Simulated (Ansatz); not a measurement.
# CdS: what the fields show

```yaml
crystal:
  lattice:
    - [2.86954, 0.00000, 2.86954]
    - [0.00000, 2.86954, -2.86954]
    - [-5.07830, 5.07830, 5.07830]
  atoms:
    - { symbol: Cd, position: [0.00000, 0.00000, 0.00000] }
    - { symbol: Cd, position: [0.66667, 0.33333, 0.33333] }
    - { symbol: Cd, position: [0.33333, 0.66667, 0.66667] }
    - { symbol: S, position: [0.33333, 0.66667, 0.16667] }
    - { symbol: S, position: [0.00000, 0.00000, 0.50000] }
    - { symbol: S, position: [0.66667, 0.33333, 0.83333] }
```

Space group R-3m; a structure from a database of computed crystals, not necessarily the ambient phase; changed on purpose from its base cell (strained and moved within a subgroup); computed pressure about −5 GPa in this cell.

Method: DFT PBEsol, scalar-relativistic, plane waves, PAW (Ansatz).

In a PAW calculation such maps are meaningful between the atoms, not at the nuclei.

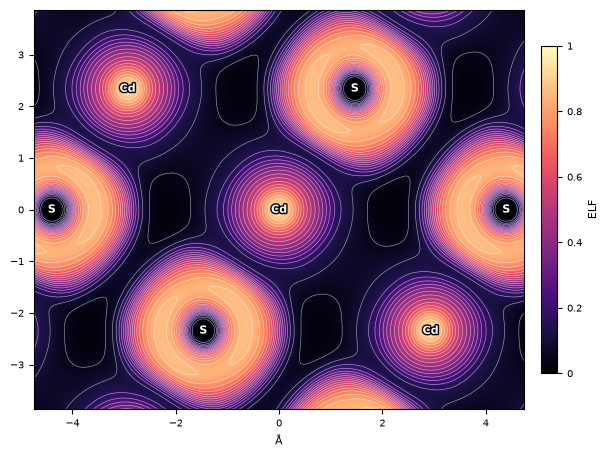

Figure 1. ELF on the (110) plane of the conventional cell.

Q: What do the fields say about this system?

A: The plane passes through Cd and S nuclei. Cd–S (2.76 Å): the ELF peaks at about 0.85 in the valence shell of S, 0.8 Å from its nucleus, and drops to about 0.15 between the two atoms. The features right at Cd lie inside the PAW spheres, where the map follows smoothed inner orbitals and isn't to be read closely.

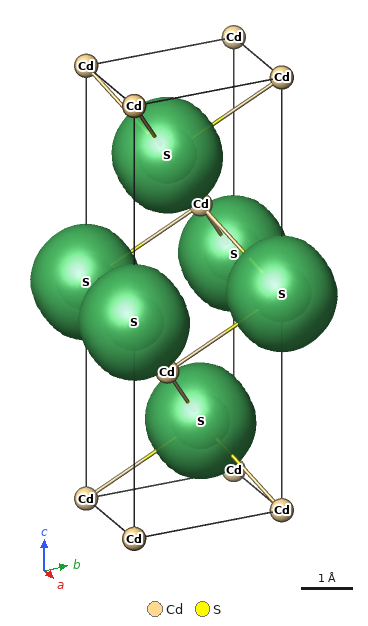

Figure 2. Isosurface of the ELF at 0.75 (green), seen slightly off an axis. Core shells and regions of very low density are left out. Sticks mark near contacts.

Q: What do the ELF domains correspond to?

A: The ELF exceeds this value in three regions wrapped around S (the valence shell of each), counted in one cell of 6 atoms. Any copies at cell faces, edges or corners count once.

Q: Does the calculation make it a metal, or give it a gap?

A: It is metallic or semimetallic at this level of theory: no gap opens.
